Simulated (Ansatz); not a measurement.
# What a change does: single-point calculation on PtTe$_{2}$

System: PtTe$_{2}$ (P-3m1, 3 atoms in the cell).
Method of run A: DFT LDA, scalar-relativistic, plane waves, PAW, PAW set soft_1, spin-polarised (Ansatz 0.2.0).

The structure derives from an entry of the Crystallography Open Database. Text and figures count atoms from 1; the logs count them from 0 in places.

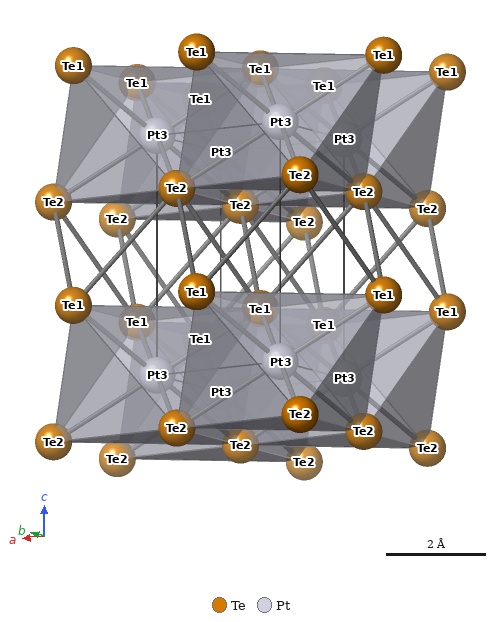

Figure 1. The structure (polyhedral view of the cell of the calculation, seen at an oblique angle; polyhedra are completed across the faces of the cell; atoms are numbered from 1 in the order of the input). An atom can appear more than once, as a periodic image.

### Input, run A
```yaml
crystal:
  lattice:
    - [3.8447343263, 0.0, 0.0]
    - [-1.9223671631, 3.3296375974, 0.0]
    - [0.0, 0.0, 4.8692457592]
  atoms:
    - { symbol: Te, position: [0.3333333333, 0.6666666667, 0.2633098786] }
    - { symbol: Te, position: [0.6666666667, 0.3333333333, 0.7366901214] }
    - { symbol: Pt, position: [0.0, 0.0, 0.0], spin: 0.5 }
basis:
  ecutwfc: 420
kpoints:
  mp_grid: { grid: [12, 12, 10] }
hamiltonian:
  xc: lda
  pseudopotentials: { kind: paw, azcp: { folder: soft_1 } }
scf:
  occupations: { method: gaussian, width: 0.15 }
  lower_state_search: "off"
output:
  forces: true
  stress: true
  eigenvalues: true
  populations: true
magnetization:
  spin_polarized: true
  initial_magnetization: 0.5
  spin_locking: { lock_magnetization: hard }
```

Command:
```bash
ansatz run input.yaml --threads 2 --pin off --max-ram 4096MiB --backend cpu --events-out ev --progress --plain --runs-dir out
```

Hardware: 2 threads of Arm Neoverse N1, 98 GiB of memory available, shared host.

### Output, shortened to warnings, some set-up lines, iterations and results (run A)
```
Warning: [file] the record states the generating functional pbe (its physics header spells it `PBE`), which answers neither for hamiltonian.xc's functional nor for the lda family's — results may be inconsistent (PPs are generated against a specific XC)
Warning: [file] the record states the generating functional pbe (its physics header spells it `PBE`), which answers neither for hamiltonian.xc's functional nor for the lda family's — results may be inconsistent (PPs are generated against a specific XC)
Warning: output.stress: scf.convergence.dr2_threshold = 1e-7 eV (the SCF's general default) is looser than the 3e-10 eV advised for a printed stress (1e-10 eV for each atom of the cell: 3). What an SCF threshold leaves in a stress goes as its square root, and in the free energy as the threshold itself, and one threshold admits the most on a small cell: of the crystals measured, under no hybrid …
Basis set: ecut = 420 eV, 1229 PW (Γ)
Symmetry: 12 space group operations
k-points: 162 of 1440
Initial density: superposition of atomic densities (chi_scale 0.1, normalization cell)
[...]
SCF iter   1: F=—  HF=-25901.800415 eV  |F-HF|=—  |Δ(HF+E_count)|=         —  Δρ=3.46e-2 (↑3.46e-2 ↓2.39e-2)  dr2=1.69e0  dr2_m=5.99e-2  M=0.500 μB ∫|m|=0.500 μB  β_m=0.30  …
SCF iter   2: F=—  HF=-25901.525689 eV  |F-HF|=—  |Δ(HF+E_count)|=   2.75e-1  Δρ=2.09e-2 (↑2.09e-2 ↓1.53e-2)  dr2=4.59e-1  dr2_m=3.39e-2  M=0.500 μB ∫|m|=0.500 μB  β_m=0.48  …
SCF iter   3: F=—  HF=-25901.442288 eV  |F-HF|=—  |Δ(HF+E_count)|=   8.34e-2  Δρ=6.38e-3 (↑5.01e-3 ↓6.38e-3)  dr2=4.89e-2  dr2_m=4.66e-3  M=0.500 μB ∫|m|=0.500 μB  β_m=0.74  …
SCF iter   4: F=—  HF=-25901.436938 eV  |F-HF|=—  |Δ(HF+E_count)|=   5.35e-3  Δρ=1.08e-3 (↑1.08e-3 ↓1.06e-3)  dr2=3.37e-3  dr2_m=3.86e-6  M=0.500 μB ∫|m|=0.500 μB  β_m=0.87  …
SCF iter   5: F=—  HF=-25901.436279 eV  |F-HF|=—  |Δ(HF+E_count)|=   6.59e-4  Δρ=2.91e-4 (↑2.91e-4 ↓2.65e-4)  dr2=3.41e-4  dr2_m=3.77e-6  M=0.500 μB ∫|m|=0.500 μB  β_m=0.94  …
SCF iter   6: F=—  HF=-25901.436232 eV  |F-HF|=—  |Δ(HF+E_count)|=   4.74e-5  Δρ=8.20e-5 (↑8.20e-5 ↓7.84e-5)  dr2=2.28e-5  dr2_m=6.32e-8  M=0.500 μB ∫|m|=0.500 μB  β_m=0.97  …
SCF iter   7: F=—  HF=-25901.436231 eV  |F-HF|=—  |Δ(HF+E_count)|=   1.05e-6  Δρ=1.98e-5 (↑1.98e-5 ↓1.96e-5)  dr2=1.64e-6  dr2_m=8.01e-10  M=0.500 μB ∫|m|=0.500 μB  β_m=0.94  …
SCF iter   8: F=—  HF=-25901.436230 eV  |F-HF|=—  |Δ(HF+E_count)|=   5.50e-7  Δρ=6.18e-6 (↑5.27e-6 ↓6.18e-6)  dr2=1.16e-7  dr2_m=9.38e-10  M=0.500 μB ∫|m|=0.500 μB  β_m=0.97  …
SCF iter   9: F=-25901.436230 eV  HF=-25901.436230 eV  |F-HF|=6.30e-9  |Δ(HF+E_count)|=   2.13e-8  Δρ=1.81e-6 (↑1.81e-6 ↓1.77e-6)  dr2=1.43e-8  dr2_m=6.88e-12  M=0.500 μB …
SCF 1 converged in 9 iterations: F = -25901.436230 eV  dr2 = 1.43e-8
SCF converged after 9 iterations
Stability checked in part: among states of this total moment the steps that led to this state did not find it unstable. No probe was made; neither looks for a lower state of another moment (fixed_total_moment; see scf.lower_state_search)
Magnetization: 0.5000 μB (25.2500 up, 24.7500 down)
Absolute magnetization: 0.5001 μB (∫|ρ↑−ρ↓|, with the PAW one-centre terms)
Spin contamination: 0.0000 ħ² per cell (⟨S²⟩ above its minimum at these occupations)
Per-site moments (μB) at R_I (Å): [(0.08202904535725565, 1.0574138276866556), (0.08202904535725572, 1.0574138276866556), (0.14080579926256265, 1.0574138276866556)]
Free energy (F): -25901.436230 eV
Harris-Foulkes:  -25901.436230 eV  (|F-HF|=6.30e-9)
Internal energy: -25901.422729 eV  (E = F + TS)
E sigma→0 (E₀):  -25901.429480 eV
Entropy (-TS):   -0.013501 eV (-4.500 meV/atom)
Fermi energy:    16.840956 (↑ 17.362919, ↓ 16.318993) eV
--- Per-component energies (eV) ---
  E_band       = -566.422481
  E_kinetic    = 959.110037
  E_local      = -4657.614925  (includes V_loc(G=0)·N_el)
  E_nonlocal   = 355.519882
  E_hartree    = 2192.899357
  E_xc         = -482.204367
  E_vxc        = -485.597263  (∫ρ·V_xc dr)
  E_paw        = -18246.443641  (= ΣΔE_a)
  E_vpaw       = -1123.640653  (= ΣTr[D̂ρ^β])
  E_aug_tail   = 0.001256  (compensation charges beyond the density's cutoff)
  E_ewald      = -6024.511521
  E_core_change = 1.821192  (= ΣΔE_core)
  E_smearing   = -0.013501  (= −TS)
  E_closure    = 0.000000  (closes the sum)
  Σ components = -25901.436230   (vs F -25901.436230, Δ=0.00e0)
--- Forces (eV/Å), atoms counted from 1 ---
  atom   1  Te    -0.00000000    -0.00000000     1.68876729
  atom   2  Te     0.00000000     0.00000000    -1.68876729
  atom   3  Pt     0.00000000     0.00000000     0.00000000
  max |Σ_I F_I| component: 2.22e-16 eV/Å
--- Stress (GPa, compression-positive) ---
       23.674436       0.000000       0.000000
        0.000000      23.674436      -0.000000
        0.000000      -0.000000      18.298216
  P = ⅓ Tr σ = 21.8824 GPa (218.824 kbar)
--- Löwdin populations: 3 sites ---
  site symbol       q [e]    m [muB]
     0     Te     15.9313     0.1759
     1     Te     15.9313     0.1759
     2     Pt     17.8306     0.1248
  spilling = 0.006135 (of n_electrons = 50.000000)
```

The input of run B differs as follows (lines with − go, lines with + come):
```diff
-    - { symbol: Pt, position: [0.0, 0.0, 0.0], spin: 0.5 }
+    - { symbol: Pt, position: [0.0, 0.0, 0.0], spin: 0.417 }
-  initial_magnetization: 0.5
+  initial_magnetization: 0.4167
```

What does this change do to the results?

The total moment is fixed by the input in run A and run B, so the state need not be the lowest. With the same functional and potentials, run B lies 13.4 meV per atom lower. The net moment of the cell goes from 0.50 to 0.42 μB. The largest force goes from 1.689 to 1.658 eV/Å. The number of SCF iterations is the same.

### Output, shortened to warnings, some set-up lines, iterations and results (run B)
```
Warning: [file] the record states the generating functional pbe (its physics header spells it `PBE`), which answers neither for hamiltonian.xc's functional nor for the lda family's — results may be inconsistent (PPs are generated against a specific XC)
Warning: [file] the record states the generating functional pbe (its physics header spells it `PBE`), which answers neither for hamiltonian.xc's functional nor for the lda family's — results may be inconsistent (PPs are generated against a specific XC)
Warning: output.stress: scf.convergence.dr2_threshold = 1e-7 eV (the SCF's general default) is looser than the 3e-10 eV advised for a printed stress (1e-10 eV for each atom of the cell: 3). What an SCF threshold leaves in a stress goes as its square root, and in the free energy as the threshold itself, and one threshold admits the most on a small cell: of the crystals measured, under no hybrid …
Basis set: ecut = 420 eV, 1229 PW (Γ)
Symmetry: 12 space group operations
k-points: 162 of 1440
Initial density: superposition of atomic densities (chi_scale 0.1, normalization cell)
[...]
SCF iter   1: F=—  HF=-25901.855159 eV  |F-HF|=—  |Δ(HF+E_count)|=         —  Δρ=3.36e-2 (↑3.36e-2 ↓2.47e-2)  dr2=1.73e0  dr2_m=4.13e-2  M=0.417 μB ∫|m|=0.417 μB  β_m=0.30  …
SCF iter   2: F=—  HF=-25901.571548 eV  |F-HF|=—  |Δ(HF+E_count)|=   2.84e-1  Δρ=2.01e-2 (↑2.01e-2 ↓1.55e-2)  dr2=4.69e-1  dr2_m=2.30e-2  M=0.417 μB ∫|m|=0.417 μB  β_m=0.48  …
SCF iter   3: F=—  HF=-25901.483160 eV  |F-HF|=—  |Δ(HF+E_count)|=   8.84e-2  Δρ=6.19e-3 (↑4.95e-3 ↓6.19e-3)  dr2=5.00e-2  dr2_m=3.23e-3  M=0.417 μB ∫|m|=0.417 μB  β_m=0.74  …
SCF iter   4: F=—  HF=-25901.477215 eV  |F-HF|=—  |Δ(HF+E_count)|=   5.94e-3  Δρ=1.10e-3 (↑1.10e-3 ↓1.10e-3)  dr2=3.47e-3  dr2_m=1.69e-6  M=0.417 μB ∫|m|=0.417 μB  β_m=0.87  …
SCF iter   5: F=—  HF=-25901.476517 eV  |F-HF|=—  |Δ(HF+E_count)|=   6.98e-4  Δρ=2.89e-4 (↑2.89e-4 ↓2.71e-4)  dr2=3.45e-4  dr2_m=3.04e-6  M=0.417 μB ∫|m|=0.417 μB  β_m=0.93  …
SCF iter   6: F=—  HF=-25901.476469 eV  |F-HF|=—  |Δ(HF+E_count)|=   4.76e-5  Δρ=8.20e-5 (↑8.20e-5 ↓7.98e-5)  dr2=2.33e-5  dr2_m=3.71e-8  M=0.417 μB ∫|m|=0.417 μB  β_m=0.97  …
SCF iter   7: F=—  HF=-25901.476468 eV  |F-HF|=—  |Δ(HF+E_count)|=   1.09e-6  Δρ=1.98e-5 (↑1.98e-5 ↓1.97e-5)  dr2=1.64e-6  dr2_m=5.86e-10  M=0.417 μB ∫|m|=0.417 μB  β_m=0.94  …
SCF iter   8: F=—  HF=-25901.476468 eV  |F-HF|=—  |Δ(HF+E_count)|=   5.47e-7  Δρ=6.25e-6 (↑5.40e-6 ↓6.25e-6)  dr2=1.20e-7  dr2_m=7.49e-10  M=0.417 μB ∫|m|=0.417 μB  β_m=0.97  …
SCF iter   9: F=-25901.476468 eV  HF=-25901.476468 eV  |F-HF|=6.45e-9  |Δ(HF+E_count)|=   2.31e-8  Δρ=1.83e-6 (↑1.83e-6 ↓1.80e-6)  dr2=1.48e-8  dr2_m=4.74e-12  M=0.417 μB …
SCF 1 converged in 9 iterations: F = -25901.476468 eV  dr2 = 1.48e-8
SCF converged after 9 iterations
Stability checked in part: among states of this total moment the steps that led to this state did not find it unstable. No probe was made; neither looks for a lower state of another moment (fixed_total_moment; see scf.lower_state_search)
Magnetization: 0.4167 μB (25.2084 up, 24.7917 down)
Absolute magnetization: 0.4168 μB (∫|ρ↑−ρ↓|, with the PAW one-centre terms)
Spin contamination: 0.0000 ħ² per cell (⟨S²⟩ above its minimum at these occupations)
Per-site moments (μB) at R_I (Å): [(0.06721523060652829, 1.0574138276866556), (0.06721523060652819, 1.0574138276866556), (0.12179099946910071, 1.0574138276866556)]
Free energy (F): -25901.476468 eV
Harris-Foulkes:  -25901.476468 eV  (|F-HF|=6.45e-9)
Internal energy: -25901.464406 eV  (E = F + TS)
E sigma→0 (E₀):  -25901.470437 eV
Entropy (-TS):   -0.012062 eV (-4.021 meV/atom)
Fermi energy:    16.877304 (↑ 17.317731, ↓ 16.436877) eV
--- Per-component energies (eV) ---
  E_band       = -566.575695
  E_kinetic    = 959.010082
  E_local      = -4657.451111  (includes V_loc(G=0)·N_el)
  E_nonlocal   = 355.507778
  E_hartree    = 2192.823663
  E_xc         = -482.184636
  E_vxc        = -485.574548  (∫ρ·V_xc dr)
  E_paw        = -18246.481111  (= ΣΔE_a)
  E_vpaw       = -1123.716928  (= ΣTr[D̂ρ^β])
  E_aug_tail   = 0.001256  (compensation charges beyond the density's cutoff)
  E_ewald      = -6024.511521
  E_core_change = 1.821192  (= ΣΔE_core)
  E_smearing   = -0.012062  (= −TS)
  E_closure    = 0.000000  (closes the sum)
  Σ components = -25901.476468   (vs F -25901.476468, Δ=0.00e0)
--- Forces (eV/Å), atoms counted from 1 ---
  atom   1  Te    -0.00000000    -0.00000000     1.65817860
  atom   2  Te     0.00000000     0.00000000    -1.65817860
  atom   3  Pt     0.00000000     0.00000000     0.00000000
  max |Σ_I F_I| component: 2.31e-18 eV/Å
--- Stress (GPa, compression-positive) ---
       23.584370       0.000000       0.000000
        0.000000      23.584370      -0.000000
        0.000000      -0.000000      18.053066
  P = ⅓ Tr σ = 21.7406 GPa (217.406 kbar)
--- Löwdin populations: 3 sites ---
  site symbol       q [e]    m [muB]
     0     Te     15.9328     0.1446
     1     Te     15.9328     0.1446
     2     Pt     17.8272     0.1083
  spilling = 0.006142 (of n_electrons = 50.000000)
```

### The two runs side by side

```csv
quantity,run A,run B
outcome,converged,converged
free energy per atom (eV),−8633.8121,−8633.8255
"energy per atom, smearing taken to zero (eV)",−8633.8098,−8633.8235
gap on the mesh (eV),0.00,0.00
net moment of the cell (μB),0.50,0.42
absolute moment of the cell (μB),0.50,0.42
pressure (GPa),21.88,21.74
largest force (eV/Å),1.689,1.658
SCF iterations,9,9
irreducible k-points,162,162
plane waves at Γ,1229,1229
wall time (shared host),39 s,39 s
```

For both runs: Warnings: the PAW datasets were made with another functional; the SCF threshold is looser than advised for the printed stress. Spin–orbit coupling is left out, which matters for Pt. The cell is under a pressure of 22 GPa at this level, so it is not at its equilibrium volume.
